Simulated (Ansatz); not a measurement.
**KBr: density, localisation and related maps**

The calculation's input:

```
crystal:
  lattice:
    - [0.0, 3.2925, 3.2925]
    - [3.2925, 0.0, 3.2925]
    - [3.2925, 3.2925, 0.0]
  atoms:
    - { symbol: K, position: [-0.0569476082, 0.0569476082, 0.0569476082] }
    - { symbol: Br, position: [0.5, 0.5, 0.5] }
basis:
  ecutwfc: 420
kpoints:
  mp_grid: { grid: [6, 6, 6] }
hamiltonian:
  xc: pbe
scf:
  occupations: { method: gaussian, width: 0.02 }
output:
  forces: true
  stress: true
  eigenvalues: true
  write_density: true
  write_potential: true
  elf: true
  volumetric_format: npy
```

Launched as:

```sh
ansatz run input.yaml --threads 1 --pin off --max-ram 1331MiB --backend cpu --events-out ev --progress --plain --runs-dir out
```

Below, planes, directions and counts refer to the conventional cell (a = 4.66 Å, b = 4.66 Å, c = 6.58 Å, α = 90.00°, β = 90.00°, γ = 90.00°).

Space group I4mm; changed on purpose from its base cell (one atom moved); not relaxed (largest force 0.7 eV/Å).

Level of theory: DFT PBE, scalar-relativistic, plane waves, PAW in Ansatz 0.2.0.

Core electrons are frozen (PAW), and the valence fields are smoothed inside the atomic spheres.

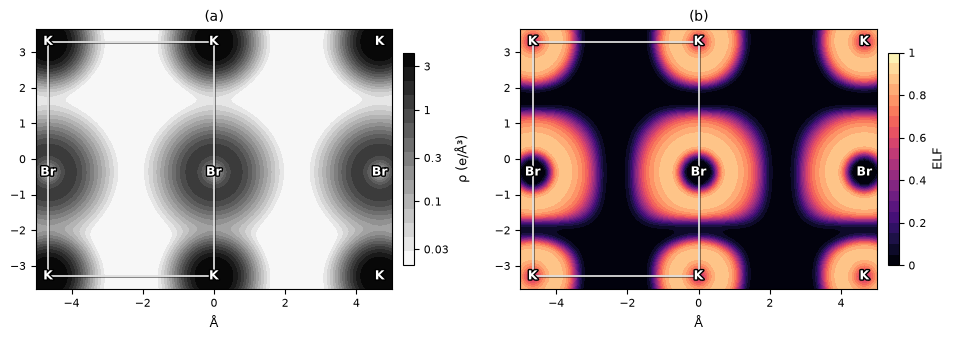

Figure 1. (a) valence charge density (pseudo); (b) electron localisation function on the (100) plane of the conventional cell.

Q: Read the bonding off the picture.

A:
- Atoms in the plane: K and Br.
- K–Br (2.92 Å): ρ is about 0.18 e/Å³ halfway; the ELF is about 0.15 at the midpoint (a closed-shell, largely ionic contact).
- Between the atoms the lowest density in this plane is 0.006 e/Å³.
- The features right at K lie inside the PAW spheres, where the map follows smoothed inner orbitals and isn't to be read closely.

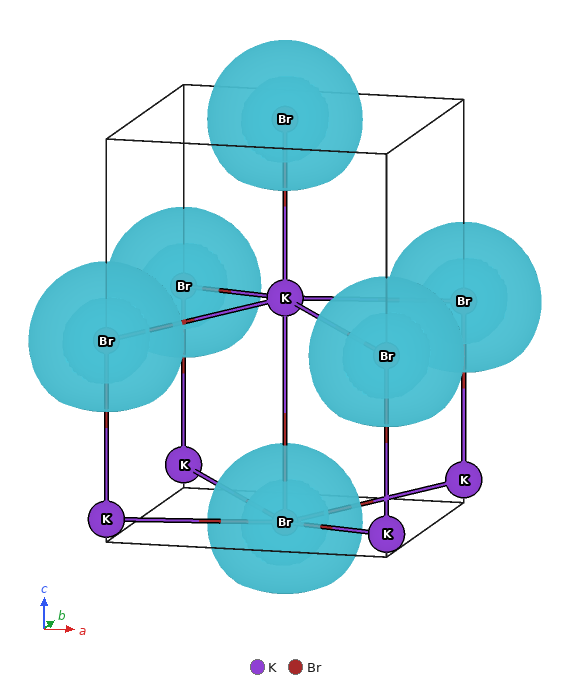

Figure 2. Isosurface of the ELF at 0.8 (cyan), seen slightly off an axis. Only the valence region is drawn (cores and ρ < 0.01 e/Å³ removed). Sticks mark near contacts.

Q: Describe the localisation domains.

A: The ELF exceeds this value in two regions wrapped around Br (the valence shell of each), counted in one cell of 4 atoms. Regions shared between cells count once. Along the contacts the grid gives the following. K–Br (3.31 Å): the ELF is about 0.10 at the midpoint; an ionic contact with no shared pair.

Q: Metal or insulator at this level of theory?

A: It is gapped, with a Kohn–Sham gap of 4.5 eV on the k-point mesh (the band edges may lie off the mesh, which would make the gap smaller).
